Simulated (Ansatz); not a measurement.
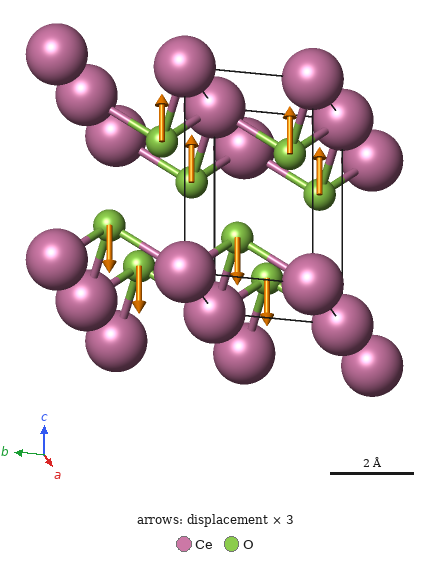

This is a relaxation of solid CeO2 (built on the CdI2 type). The starting structure is drawn; orange arrows show the displacements (the part carried along by the change of the cell is left out), magnified 3 times.

The picture is a ball-and-stick view of the cell of the calculation, repeated 2 × 2 × 1 with one cell outlined, seen from a free direction.

Computed with DFT PBEsol, scalar-relativistic, plane waves, PAW (Ansatz). Settings: plane-wave cutoff 420 eV; k-point mesh 12 × 12 × 8; occupations gaussian; smearing width 0.05 eV; no spin polarisation; cell and atoms relaxed; force threshold 0.01 eV/Å; at most 60 steps.

Q: Which element moves most?

A: Oxygen: up to 0.41 Å, against 0.00 Å for cerium.

Q: What happened in the run?

A: The energy falls by 642 meV per atom in 16 accepted moves (22 points after the start). The largest force component goes from 2.7 to 0.00071 eV/Å. Pressure: 7.40 GPa at the start and 0.00 GPa at the end. The SCF was repeated 6 times at an unchanged geometry on a basis and grid sized afresh for the cell, which shifted the energy by 27.3 meV per atom at most. The largest moves relative to the cell, 0.41 Å, are those of O atoms. Ce stays in place. The volume changes by +21.0 %, with a = b 3.234 → 3.582 Å (+10.8 %), c 5.217 → 5.147 Å (−1.4 %). Some distances before and after: Ce–Ce 3.234 → 3.582 Å, Ce–O 2.284 → 2.252 Å. Bond angles that change, for instance: Ce–O–Ce 90.2° → 105.4°, O–Ce–O 89.8° → 74.6°, O–Ce–O 90.2° → 105.4°. The space group stays P-3m1 (No. 164).

Limits of the set-up: layers or molecules are held without a dispersion correction, so their spacing is unreliable; 4f states are treated without a Hubbard U.
